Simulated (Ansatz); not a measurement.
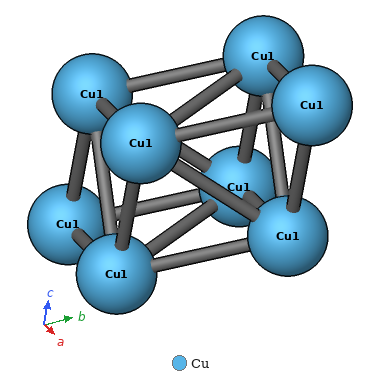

The system is Cu (Fm-3m, No. 225; 1 atom in the cell); the picture shows the reference structure. 
- The energy is mapped over two homogeneous strains (x, y and z along the cube axes).
- First axis: engineering shear strain xy. Second axis: strain +e along x and -e along y.
- Nothing is relaxed (symmetry fixes all fractional coordinates).
- Grid: 7 × 7 points; 16 points were computed and 33 follow by symmetry.
- Points are written as (first, second).
- Energies are in meV/atom, from the lowest grid point.
- These are results of DFT PBE, scalar-relativistic, plane waves, PAW in Ansatz 0.2.0, not measurements. Settings: cutoff 520 eV, k-mesh 20×20×20, gaussian smearing 0.15 eV, no spin polarisation.

Its coordinates:

```
CELL_PARAMETERS angstrom
0.00000 1.81431 1.81431
1.81431 0.00000 1.81431
1.81431 1.81431 0.00000
ATOMIC_POSITIONS crystal
Cu 0.00000 0.00000 0.00000
```

The input of one point:

```yaml
crystal:
  lattice:
    - [0.0, 1.8143062373, 1.8143062373]
    - [1.8143062373, 0.0, 1.8143062373]
    - [1.8143062373, 1.8143062373, 0.0]
  atoms:
    - { symbol: Cu, position: [0.0, 0.0, 0.0] }
basis:
  ecutwfc: 520.0
kpoints:
  mp_grid: { grid: [20, 20, 20] }
hamiltonian:
  xc: pbe
  pseudopotentials: { kind: paw, azcp: { folder: soft_1 } }
scf:
  occupations: { method: gaussian, width: 0.15 }
output:
  forces: true
  stress: true
  eigenvalues: true
```

Range: engineering shear strain xy from −14.0 to 14.0 %; strain +e along x and -e along y from −15 to 15 %.

Question: What landscape does the calculation give?

Answer: The lowest grid point is at (0.0 %, 0 %). It is the only kind of minimum in the scanned range. The highest grid point, (−14.0 %, −15 %), lies 142 meV/atom above the lowest. Round the minimum the two coordinates are nearly uncoupled.

```tsv
second ↓, first →	−14.0	−9.3	−4.7	0.0	4.7	9.3	14.0
15	142	116	100	94	100	116	142
10	97	66	48	42	48	66	97
5	70	37	17	11	17	37	70
0	61	27	7	0	7	27	61
−5	70	37	17	11	17	37	70
−10	97	66	48	42	48	66	97
−15	142	116	100	94	100	116	142
```

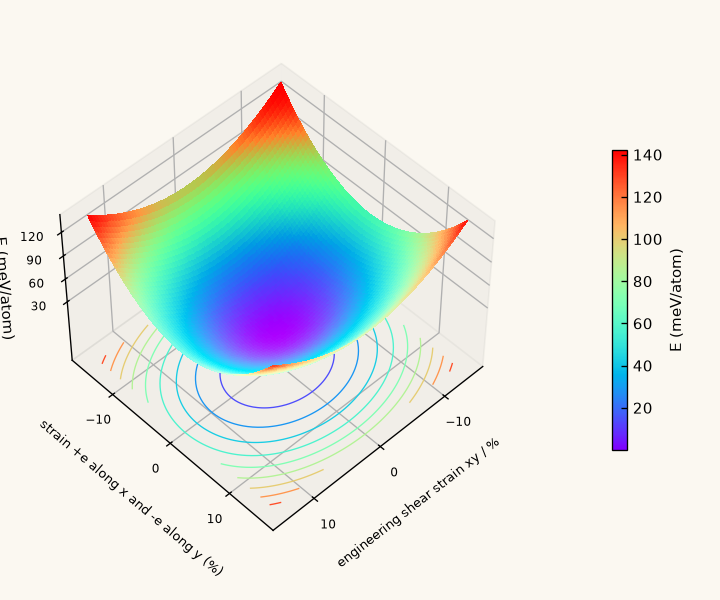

Drawn: a relief with its contours projected below. Between grid points the surface is interpolated.

Each point was launched as `ansatz run input.yaml --threads 1 --pin off --max-ram 2048MiB --backend cpu --events-out ev --progress --plain --runs-dir out`. Time for the 16 points that were run: 11 min on 1 thread of Arm Neoverse N1, with other jobs on the host.
